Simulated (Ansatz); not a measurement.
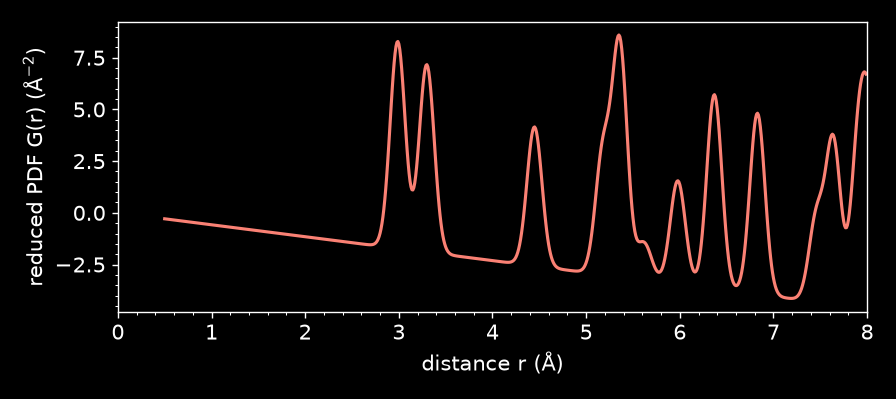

The curve is a calculated X-ray PDF: distances of the static structure, each pair weighted by the product of the atomic numbers (X-ray weights at Q = 0), broadened by Gaussians with σ = 0.08 Å. There is no Q-range truncation.

Candidate polymorphs:

A. 
```cif
data_structure
_symmetry_space_group_name_H-M 'P 1'
_symmetry_Int_Tables_number 1
_cell_length_a 2.9906
_cell_length_b 2.9906
_cell_length_c 5.6187
_cell_angle_alpha 90.000
_cell_angle_beta 90.000
_cell_angle_gamma 120.000
_cell_volume 43.52
loop_
_atom_site_label
_atom_site_type_symbol
_atom_site_fract_x
_atom_site_fract_y
_atom_site_fract_z
_atom_site_occupancy
Cd1 Cd 0.33333 0.66667 0.75000 1
Cd2 Cd 0.66667 0.33333 0.25000 1
```

B. 
```cif
data_structure
_symmetry_space_group_name_H-M 'Fm-3m'
_symmetry_Int_Tables_number 225
_cell_length_a 4.4216
_cell_length_b 4.4216
_cell_length_c 4.4216
_cell_angle_alpha 90.000
_cell_angle_beta 90.000
_cell_angle_gamma 90.000
_cell_volume 86.45
loop_
_atom_site_label
_atom_site_type_symbol
_atom_site_symmetry_multiplicity
_atom_site_Wyckoff_symbol
_atom_site_fract_x
_atom_site_fract_y
_atom_site_fract_z
_atom_site_occupancy
Cd1 Cd 4 a 0.00000 0.00000 0.00000 1
```

Origins: A, the geometry relaxed at fixed volume with DFT r2SCAN, scalar-relativistic, plane waves, PAW in Ansatz 0.2.0; B, the input geometry of an electronic-structure calculation (not necessarily at equilibrium); the starting structure was generated, so it need not be a known form of this composition.

**Which candidate gives this PDF?**

Candidate A, Cd, P6_3/mmc (first clear peaks at 2.99 Å (Cd–Cd) and 3.30 Å (Cd–Cd)). B would give first clear peaks at 3.13 Å (Cd–Cd) and 4.42 Å (Cd–Cd).
